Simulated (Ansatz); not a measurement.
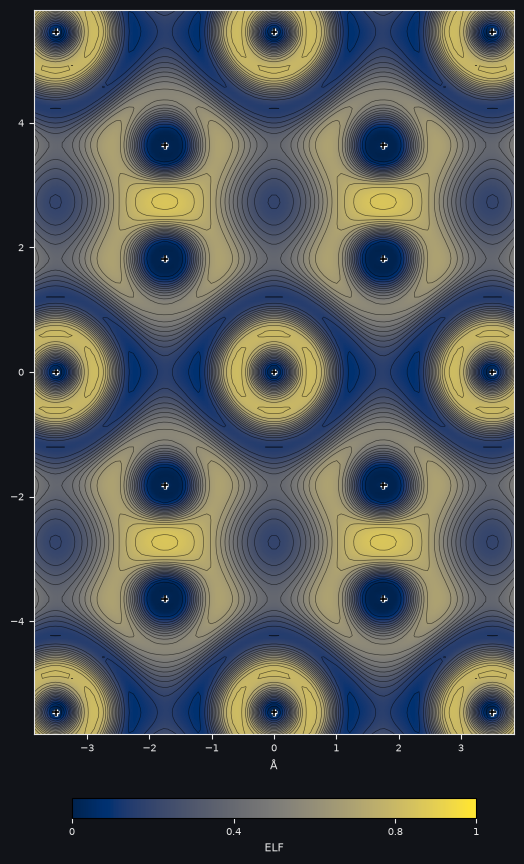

The electron localisation function on a plane through atoms (crosses mark nuclei in the plane).

Theory: DFT PBEsol, scalar-relativistic, plane waves, PAW (Ansatz 0.2.0).

Candidates:
A. SnO, a = 3.80 Å, b = 3.80 Å, c = 9.49 Å, α = 90.00°, β = 90.00°, γ = 90.00°. Space group Cmce.
B. ZrB2, a = 3.15 Å, b = 3.15 Å, c = 3.51 Å, α = 90.00°, β = 90.00°, γ = 120.00°. Space group P6/mmm.

Which system is this?

Candidate B: ZrB2 on the (110) plane of the conventional cell, which holds Zr and B. B–B (1.82 Å): the ELF peaks at about 0.85 between the atoms. Zr–B (2.53 Å): the ELF peaks at about 0.60 in the valence shell of B, 0.8 Å from its nucleus, and is about 0.15 at the midpoint.
